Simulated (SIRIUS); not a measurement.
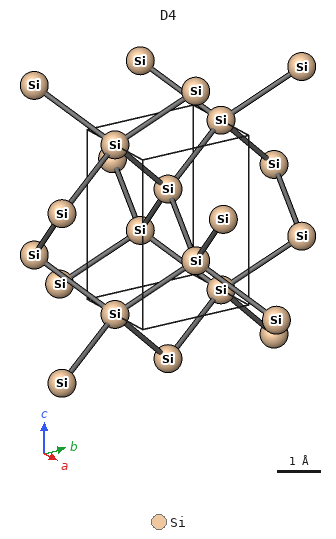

A crystal of Si (a generated structure, set up in P6_422), relaxed (cell and atoms) with several dispersion corrections. The picture shows the result with D4. A ball-and-stick model of the cell of the calculation, seen slightly off an axis.

Computed with SIRIUS 7.10.0: revPBE, dojo-sr-pbe-0.4.1-standard. Settings: plane-wave cutoff 489.8 eV; k-point mesh 6 × 6 × 5; occupations fermi-dirac; smearing width 0.05 eV; optimiser BFGS; no spin polarisation.

```
dispersion correction  volume (Å³/atom)  a (Å)  c (Å)
                   D4            17.139  3.833  4.042
                 none            18.180  3.910  4.119
                   D3                 ?      ?      ?
               D3(BJ)            17.056  3.829  4.030
```

Estimate the missing row from the others, and compare with the calculation.

Answer. With D3 the volume falls between D4 (17.139) and none (18.180). The calculation gives 17.916 Å³/atom (a = 3.898 Å, c = 4.084 Å). In order of volume: D3(BJ) < D4 < D3 < none; the spread is 6.6 %.

Each member starts from this one structure; whether another phase lies lower wasn't checked.
